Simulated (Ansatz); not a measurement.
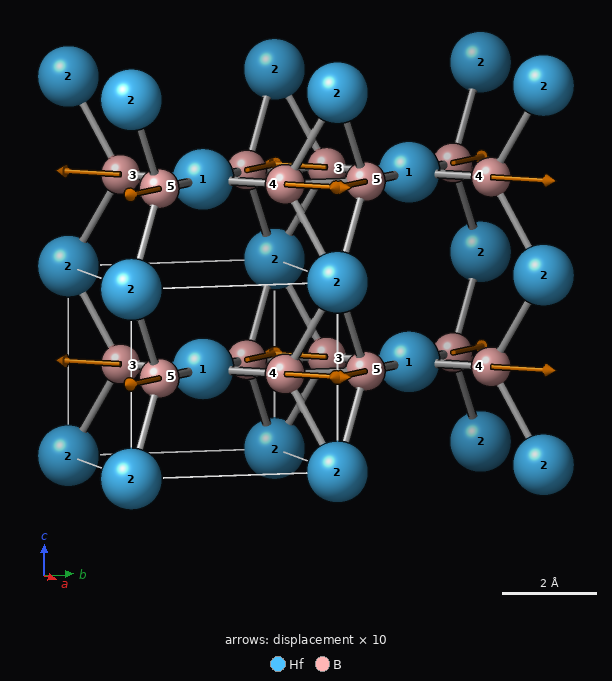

A relaxation of crystalline HfB2 (a generated structure, set up in P4/mmm) (coarse preliminary run). The starting structure is drawn; orange arrows show the displacements (the part carried along by the change of the cell is left out), magnified 10 times.

A ball-and-stick model of the cell of the calculation, repeated 1 × 2 × 2 with one cell outlined, seen slightly off an axis.

The calculation used DFT PBE, scalar-relativistic, plane waves, PAW (Ansatz).

Input file:
```yaml
crystal:
  lattice:
    - [4.58601882, 0.0, 0.0]
    - [0.0, 4.58601882, 0.0]
    - [0.0, 0.0, 4.06189839]
  atoms:
    - { symbol: Hf, position: [0.5, 0.5, 0.5] }
    - { symbol: Hf, position: [0.0, 0.0, 0.0] }
    - { symbol: B, position: [0.19421659, 0.19421659, 0.5] }
    - { symbol: B, position: [0.80578341, 0.80578341, 0.5] }
    - { symbol: B, position: [0.80578341, 0.19421659, 0.5] }
    - { symbol: B, position: [0.19421659, 0.80578341, 0.5] }
basis:
  ecutwfc: 420
kpoints:
  mp_grid: { grid: [4, 4, 4] }
hamiltonian:
  xc: pbe
scf:
  occupations: { method: gaussian, width: 0.1 }
  lower_state_search: "off"
output:
  forces: true
  stress: true
  eigenvalues: true
relax:
  adjacent_minimum: "off"
  f_tol: 0.04
  max_steps: 70
  cell: { stress_tol: 0.4 }
```

Launched with:
```bash
ansatz run input.yaml --threads 1 --pin off --max-ram 2560MiB --backend cpu --events-out ev --progress --plain --runs-dir out
```

Atoms of which element are displaced furthest, and by how much?

Answer. Boron: up to 0.16 Å, against 0.00 Å for hafnium.

Describe the change and its energy.

Answer. The largest moves relative to the cell, 0.16 Å, are those of B3, B4, B5 and B6. B3 goes along [−1 −1 0]. Hf stays in place. The volume changes by +19.5 %, with a = b 4.586 → 4.973 Å (+8.4 %), c 4.062 → 4.126 Å (+1.6 %). Some distances before and after: Hf1–B3 1.983 → 2.311 Å, B3–B5 1.781 → 1.706 Å. Among the angles between lasting bonds that change: Hf2–B3–Hf2 116.4° → 119.4°. The space group stays P4/mmm (No. 123). After 4 accepted moves (6 points after the start) the energy has fallen by 415 meV per atom. The largest force component goes from 3.6 to 0.0015 eV/Å. The pressure goes from 18.13 to 0.04 GPa. At 2 points the geometry stayed and the basis and grid were re-selected for the new cell (energy shift of 4.6 meV per atom at most each time). The run took 31 s on 1 thread of Arm Neoverse V1 (shared host), peak memory 0.39 GiB.

Limits of the set-up: the k-point mesh is coarse for a cell with partly filled bands.
